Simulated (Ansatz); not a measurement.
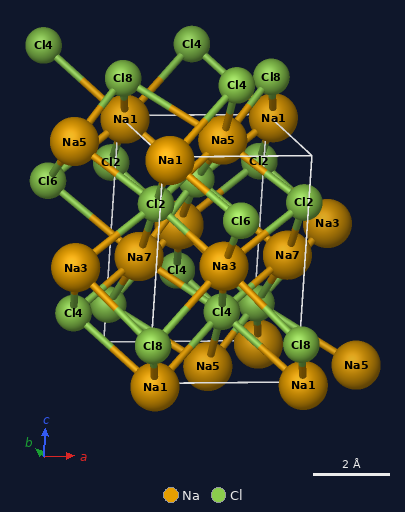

Solid NaCl (built on the rocksalt type), before the relaxation. A ball-and-stick model of the cell of the calculation, reduced to other axes, seen slightly off an axis. Lengths and directions refer to the drawn axes.

Case: shaken.

Computed with Ansatz, DFT, PBEsol, plane waves, PAW.

Input
```yaml
crystal:
  lattice:
    - [-0.0042508556, 2.7885346859, 2.8456178021]
    - [5.570393542, 0.0261920859, 5.656541807]
    - [5.5775122574, 5.5494942901, 0.0190733705]
  atoms:
    - { symbol: Na, position: [-0.0136255437, -0.0305045879, 0.0098376025] }
    - { symbol: Cl, position: [0.4757865973, 0.2309975372, 0.24937248] }
    - { symbol: Na, position: [0.0513540261, 0.0048673163, 0.486204253] }
    - { symbol: Cl, position: [0.4613732883, 0.2592443031, 0.7342324097] }
    - { symbol: Na, position: [-0.0647077068, 0.4949427173, 0.0191860487] }
    - { symbol: Cl, position: [0.5355657893, 0.7530695495, 0.2389419859] }
    - { symbol: Na, position: [-0.0442422271, 0.4823937831, 0.5280542566] }
    - { symbol: Cl, position: [0.5570037445, 0.7310927506, 0.7851183203] }
kpoints:
  mp_grid: { grid: [6, 6, 6] }
hamiltonian:
  xc: pbesol
scf:
  occupations: { method: fermi_dirac, width: 0.05 }
relax:
  f_tol: 0.01
  cell: {}
  max_steps: 120
```

Run as
```bash
ansatz run input.yaml --threads 2 --pin off --max-ram 2211MiB --backend cpu --events-out ev --progress --plain --runs-dir out
```

Q: Predict the outcome.

A: The largest move relative to the cell is that of Cl8, 0.37 Å roughly along [3 0 1]. Largest moves by element: Cl 0.37 Å, Na 0.24 Å. Cell: a 3.984 → 3.961 Å (−0.6 %), b 6.827 → 6.861 Å (+0.5 %), c 6.839 → 6.861 Å (+0.3 %), β 90.8° → 90.0°, γ 90.6° → 90.0°. Volume +0.2 %. Among the contacts that change: Na5–Cl8 2.361 → 2.800 Å, Cl6–Na7 3.177 → 2.801 Å, Na5–Cl8 (another image) 3.132 → 2.802 Å, Cl2–Na3 2.486 → 2.800 Å. Bond angles that change, for instance: Na1–Cl8–Na7 161.9° → 179.9°, Na3–Cl8–Na5 166.3° → 180.0°, Cl4–Na7–Cl6 168.4° → 180.0°. The space group (tolerance 0.01 Å) goes from P1 (No. 1) to Fm-3m (No. 225). The energy falls by 0.537 eV per cell of the calculation in 3 accepted moves (4 points after the start). Largest force component: 1.4 eV/Å at the start, 0.0013 eV/Å at the end. The pressure goes from 1.80 to 0.00 GPa. The SCF was repeated once at an unchanged geometry on a basis and grid sized afresh for the cell, which shifted the energy by less than 0.05 meV per cell of the calculation at most. The run took 32 s on 2 threads of AMD EPYC 9R45 96-Core Processor (Zen 5) (shared host), peak memory 0.84 GiB.

History of the run:

```tsv
step	E − E(0), meV/atom	largest force component, eV/Å	pressure, GPa	volume, Å³/atom	note
0	0.00	1.4379	1.80	21.921	
1	-41.18	0.6823	1.15	21.597	
2	-67.00	0.0252	0.02	21.958	
3	-67.10	0.0014	0.00	21.975	
4	-67.10	0.0013	0.00	21.975	same geometry, new basis
```

The structure at the end:

```xyz
8
Lattice="0.0000 2.8010 2.8013 5.6023 0.0005 5.6022 5.6022 5.6015 0.0006" Properties=species:S:1:pos:R:3 pbc="T T T"
Na    5.5862    2.8226    8.3366
Cl    2.7850    2.8217    2.7350
Na    8.3873    5.6236    8.3387
Cl    5.5861    5.6227    2.7349
Na    2.7852    2.8217    5.5363
Cl    5.5863    2.8227    5.5359
Na    5.5863    5.6234    5.5360
Cl    8.3874    5.6236    5.5373
```

After the run, drawn alike:

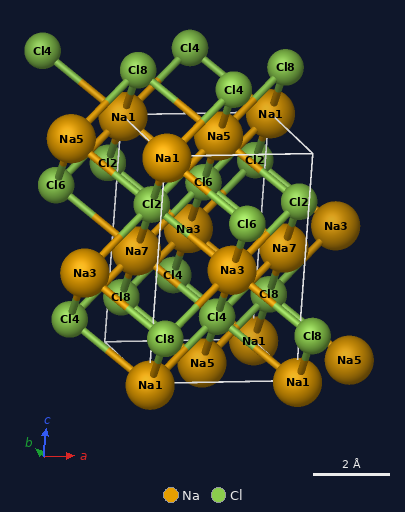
